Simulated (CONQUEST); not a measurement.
# MoSi2: 7 runs along one coordinate

System: MoSi2 (I4/mmm, 6 atoms in the cell).
Method: Kohn-Sham DFT of a periodic cell, PBE, PseudoDojo NC PBE, no spin polarisation (CONQUEST 1.3).

The 7 runs differ only in the geometry, by an even scaling of the cell at fixed fractional positions. The structure derives from an entry of the Crystallography Open Database.

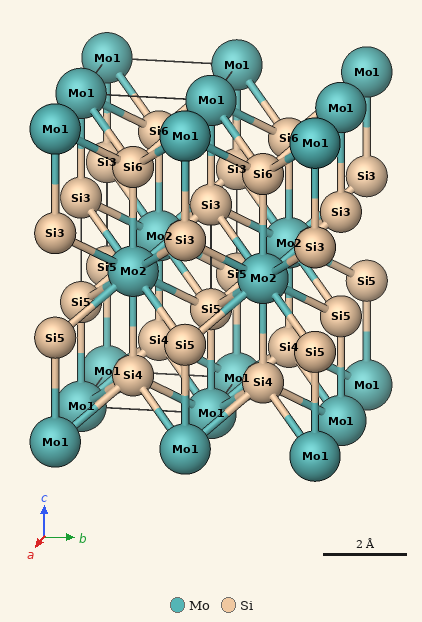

Figure 1. The structure of run 4 (ball-and-stick view of the cell of the calculation, repeated 2 × 2 × 1, seen slightly off an axis; atoms are numbered from 1 in the order of the input).

### Input of run 4
```
IO.Title Si2Mo
IO.Coordinates coords.dat
IO.FractionalAtomicCoords T
IO.Iprint 2
IO.Iprint_init 1
General.NumberOfSpecies 2
General.PseudopotentialType hamann
AtomMove.TypeOfRun static
AtomMove.FullStress T
Grid.PointsAlongX 32
Grid.PointsAlongY 32
Grid.PointsAlongZ 80
DM.SolutionMethod diagon
Diag.MPMesh T
Diag.GammaCentred T
Diag.MPMeshX 7
Diag.MPMeshY 7
Diag.MPMeshZ 3
Diag.kT 0.00183747
minE.SCTolerance 1e-6
SC.MaxIters 100
IO.AtomChargeOutput T
%block ChemicalSpeciesLabel
1 95.940 Mo
2 28.090 Si
%endblock
```

Command:
```bash
Conquest
```

Lattice vectors (Å) and fractional positions of run 4:
```
   3.200000    0.000000    0.000000
   0.000000    3.200000    0.000000
   0.000000    0.000000    7.861000
Mo  0.000000  0.000000  0.000000
Mo  0.500000  0.500000  0.500000
Si  0.000000  0.000000  0.667000
Si  0.500000  0.500000  0.167000
Si  0.000000  0.000000  0.333000
Si  0.500000  0.500000  0.833000
```

Run 2 has the same physical settings and fractional positions; its lattice vectors (Å) are:
```
   3.156751    0.000000    0.000000
   0.000000    3.156751    0.000000
   0.000000    0.000000    7.754757
```

### Results, with one run withheld

```csv
run,volume per atom (Å³),"free energy per atom, from the lowest run given (meV)",pressure (GPa)
1,12.611,66.20,20.12
2,12.879,?,?
3,13.148,16.61,9.65
4,13.416,4.72,4.71
5,13.684,0.00,0.89
6,13.953,1.92,−3.15
7,14.221,10.02,−6.30
```

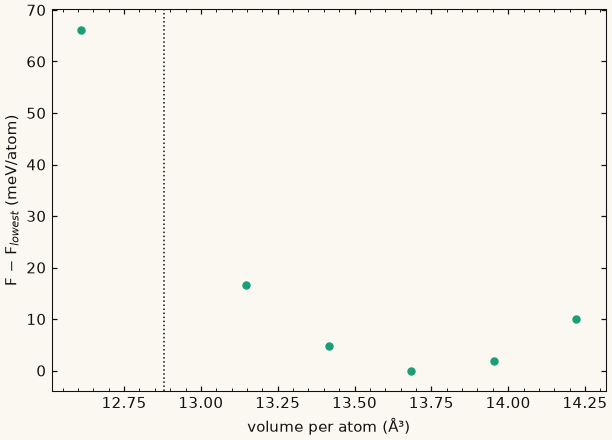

Figure 2. Free energy per atom of the runs given; the dotted line marks run 2.

Fit the runs given and predict run 2.

A cubic polynomial in V^(−2/3) (the Birch–Murnaghan form), fitted to the 6 runs given, misses them by at most 0.07 meV per atom. With x = V^(−2/3) − 0.17648 Å⁻², it reads F = 2.6951 + 2677.8 x + 6.3548e+05 x² + 3.9763e+05 x³ (meV per atom). At run 2 it gives 36.94 meV per atom, and the run itself gives 37.19. The slope of the fit gives a pressure −dF/dV of 14.69 GPa there, and the run prints 14.75 GPa. The two needn't agree exactly: the fit is approximate, and the printed stress is taken on a finite basis. The fit has its minimum at 13.734 Å³ per atom, where V d²F/dV² gives 200 GPa. Cell shape and fractional positions are held, so this is the stiffness under even scaling; the relaxed bulk modulus wasn't computed.

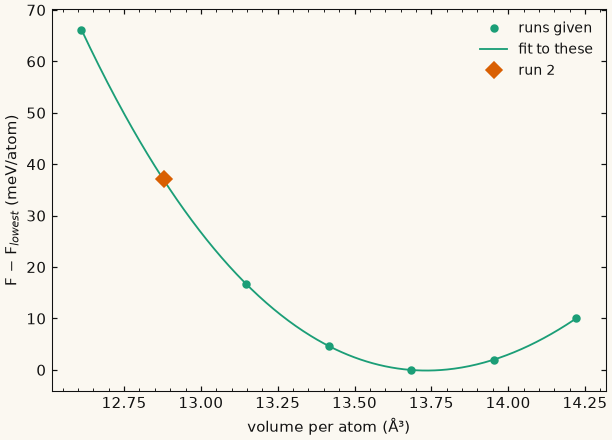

Figure 3. The fit and the withheld run.

### Some lines of the output (run 2)
```
[...]
          DFT Total Energy                 :      -157.332264635774408 Ha
          Free Energy (E-TS)               :      -157.534951410390391 Ha
          DFT Total Energy                 :      -157.522250107557937 Ha
          Free Energy (E-TS)               :      -157.531530877498881 Ha
          DFT Total Energy                 :      -157.530625547588187 Ha
          Free Energy (E-TS)               :      -157.531368233687687 Ha
          DFT Total Energy                 :      -157.531133204180861 Ha
          Free Energy (E-TS)               :      -157.531365837277320 Ha
          DFT Total Energy                 :      -157.531133795870062 Ha
          Free Energy (E-TS)               :      -157.531365414465597 Ha
          DFT Total Energy                 :      -157.531133523226629 Ha
      | Free Energy as E-TS      =      -157.531365414465597 Ha
      |* DFT total energy        =      -157.531133523226629 Ha
    force: Average pressure:     14.74971741 GPa
```

Notes: With a small basis of atomic orbitals these values can differ much from converged plane-wave results.
